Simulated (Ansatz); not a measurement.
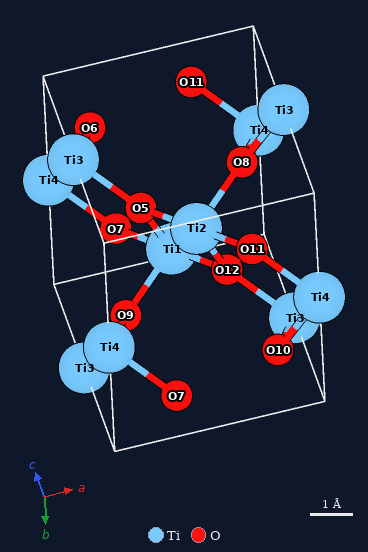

This is crystalline TiO2. The picture is a ball-and-stick view of the cell of the calculation, seen from a free direction.

These are results of Ansatz 0.2.0, DFT PBE, scalar-relativistic, plane waves, PAW, not measurements. Settings: plane-wave cutoff 420 eV; k-point mesh 6 × 6 × 6; occupations gaussian; smearing width 0.02 eV; no spin polarisation.

The variant: The volume is changed by −6.0 %. The cell's shape and the atoms are relaxed at that volume.

Q: What does the calculation give for the changed structure?

A: Energy change: +27.6 meV per atom. Pressure: 0.0 GPa before, 14.7 GPa after. The gap on the k-mesh goes from 1.86 to 1.91 eV. The drawn cell changes as follows: a = b = c 5.509 → 5.393 Å (−2.1 %), α 114.9° → 114.2°, β 106.8° → 107.1°, γ 106.8° → 107.1°; the volume changes by −6.0 %. The largest moves relative to the cell, 0.014 Å, are those of 8 atoms (O5, O6, O7, O8 and others). O8 goes along [−1 0 −1]. Ti stays in place. Some distances before and after: O–Ti 2.004 → 1.941 Å, Ti–Ti 2.964 → 2.928 Å, O–Ti 1.958 → 1.933 Å. The space group stays P4_2/mnm (No. 136).

Drawn alike, the variant:

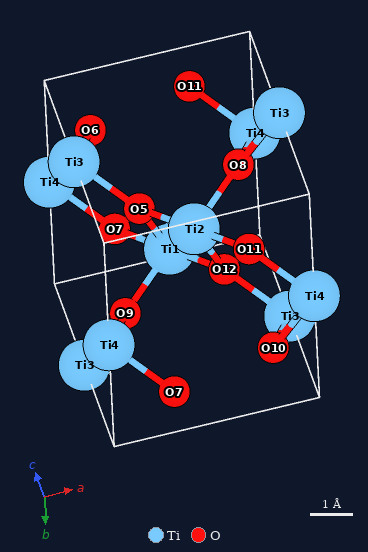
